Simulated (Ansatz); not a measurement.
```xyz
6
Lattice="0.0000 5.5140 0.3102 3.1835 0.0000 0.0000 0.0000 -0.9535 -16.9506" Properties=species:S:1:pos:R:3 pbc="T T T"
W     0.0000    1.8380    0.1034
W     1.5918    4.5950    0.2585
S     1.5918    0.8313   -1.5078
S     0.0000    3.5883   -1.3527
S     1.5918    0.0533  -15.3394
S     0.0000    2.8103  -15.1843
```

Space group Cm; a structure from a database of computed crystals, not necessarily the ambient phase; changed on purpose from its base cell (strain +0.1125 x Voigt [0, 0, 0, 1, 0, 0], atoms carried along); not relaxed (largest force 2.0 eV/Å).

Computed with DFT LDA, scalar-relativistic, plane waves, PAW in Ansatz 0.2.0.

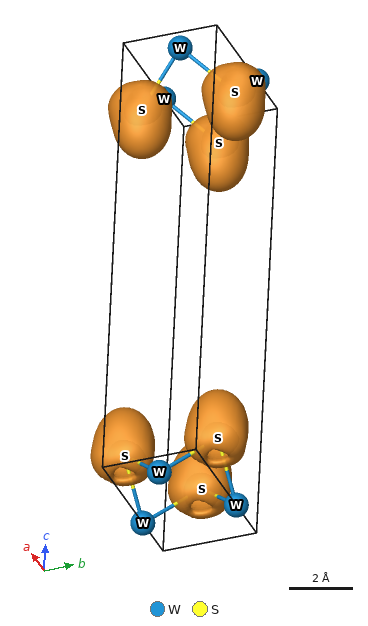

WS$_{2}$. Isosurface of the ELF at 0.75 (orange), seen at an oblique angle. Core shells and regions of very low density are left out. Sticks mark near contacts.

In a PAW calculation such maps are meaningful between the atoms, not at the nuclei.

**Describe the localisation domains.**

The ELF exceeds this value in four regions wrapped around S (the valence shell of each), counted in one cell of 6 atoms. Any copies at cell faces, edges or corners count once. Along the contacts the grid gives the following. W–S (2.28 Å): the ELF peaks at about 0.85 in the valence shell of S, 0.8 Å from its nucleus, and is about 0.50 at the midpoint. W–S (2.34 Å): the ELF peaks at about 0.85 in the valence shell of S, 0.8 Å from its nucleus, and is about 0.50 at the midpoint.

**Does the calculation give a band gap?**

It is gapped, with a Kohn–Sham gap of 1.6 eV on the k-point mesh (the band edges may lie off the mesh, which would make the gap smaller).
